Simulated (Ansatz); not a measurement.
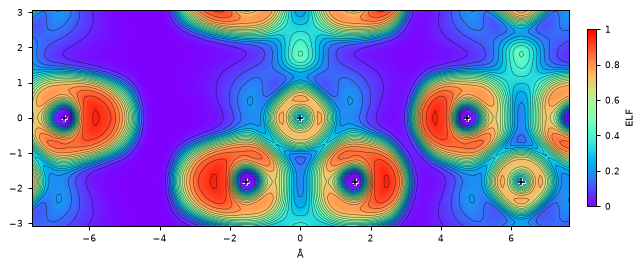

The ELF on a plane through atoms (crosses mark nuclei in the plane).

Computed with DFT PBEsol, scalar-relativistic, plane waves, PAW in Ansatz 0.2.0.

Candidates:
A. FeO, a = 4.25 Å, b = 4.25 Å, c = 4.25 Å, α = 90.00°, β = 90.00°, γ = 90.00°. Space group Fm-3m; spin-polarised.
B. MoS₂, a = 3.14 Å, b = 3.14 Å, c = 14.58 Å, α = 90.00°, β = 90.00°, γ = 120.00°. Space group P-3m1; computed without spin polarisation.

> Which system is this?

Candidate B: MoS₂ on the (110) plane of the conventional cell, which holds Mo and S. Mo–S (2.39 Å): the ELF peaks at about 0.85 in the valence shell of S, 0.8 Å from its nucleus, and is about 0.45 at the midpoint.
